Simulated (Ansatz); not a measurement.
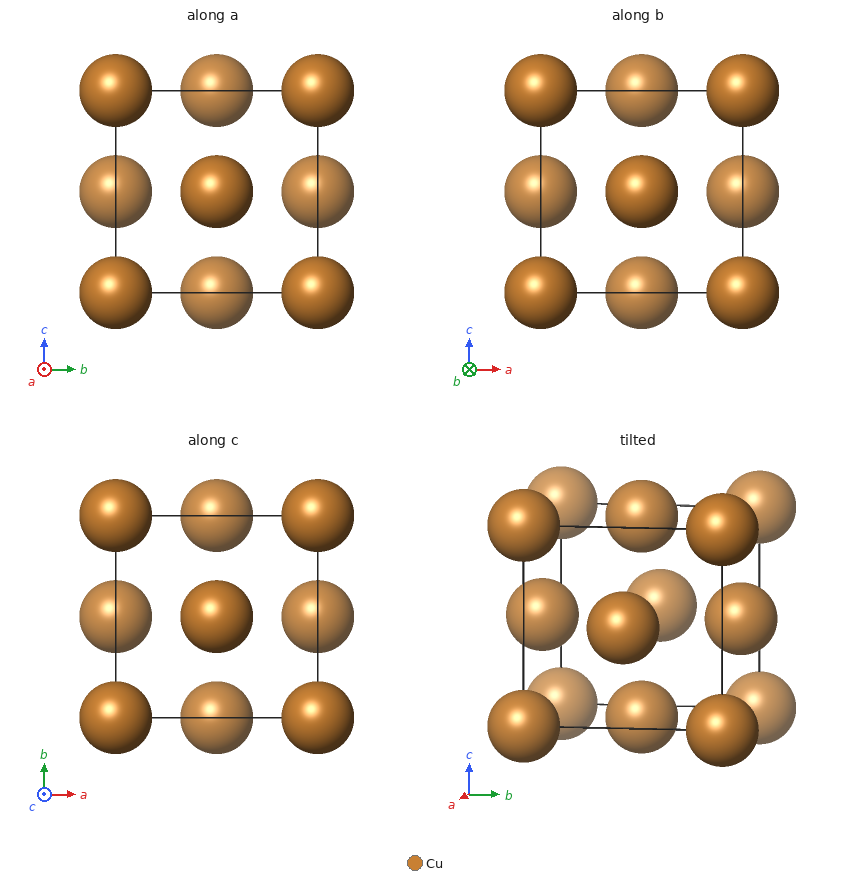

A spheres-only rendering, viewed along the a axis, along the b axis, along the c axis and slightly off an axis. Lines trace the edges of the conventional unit cell.

Lattice parameters: a = 3.519 Å, b = 3.519 Å, c = 3.519 Å, α = 90.00°, β = 90.00°, γ = 90.00°.

Question: Turn the picture into a table of Wyckoff sites.

Answer: Space group Fm-3m (No. 225).
| atom | site | x | y | z |
| --- | --- | --- | --- | --- |
| Cu | 4a | 0.0000 | 0.0000 | 0.0000 |

The initial geometry was the standard structure of this element. The cell was then strained or its atoms displaced on purpose. Ansatz was used for an electronic-structure calculation on it.
